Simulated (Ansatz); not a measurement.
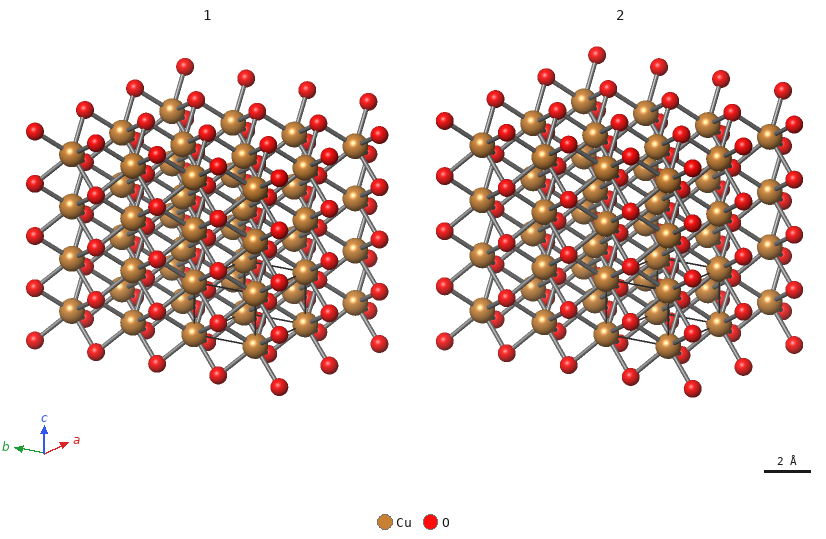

Two geometries of a crystal of CuO (built on the tungsten carbide type) (coarse preliminary run), drawn at one scale. One is the start of a relaxation, the other its converged end. Style: ball-and-stick. Shown: the cell of the calculation, repeated 2 × 3 × 3 with one cell outlined, from a free direction.

Level of theory: DFT r2SCAN, scalar-relativistic, plane waves, PAW in Ansatz. (plane-wave cutoff 500 eV; k-point mesh 6 × 6 × 6; occupations gaussian; smearing width 0.1 eV; collinear spin; cell and atoms relaxed; force threshold 0.04 eV/Å; at most 70 steps)

### Which of the two is the end point?

Structure 1 is the relaxed one. Case: tungsten carbide type (P-6m2, No. 187). No atom moves by more than 0.005 Å relative to the cell. The volume changes by −8.0 %, with a = b 2.891 → 2.850 Å (−1.4 %), c 2.820 → 2.672 Å (−5.2 %). Among the contacts that change: Cu–O 2.185 → 2.119 Å. Among the angles between lasting bonds that change: Cu–O–Cu 80.4° → 78.2°, O–Cu–O 80.4° → 78.2°. The space group stays P-6m2 (No. 187). Over 3 accepted moves (4 points after the start) the energy falls by 99.2 meV per cell of the calculation. All forces vanish by symmetry, so only the cell relaxes. Pressure: −14.00 GPa at the start and −0.12 GPa at the end. At 1 point the geometry stayed and the basis and grid were re-selected for the new cell (energy shift of 1.7 meV per cell of the calculation at most each time). The run took 30 s on 1 thread of Arm Neoverse V2, with other jobs on the host, peak memory 0.36 GiB.

Limits of the set-up: the k-point mesh is coarse for a cell with partly filled bands.
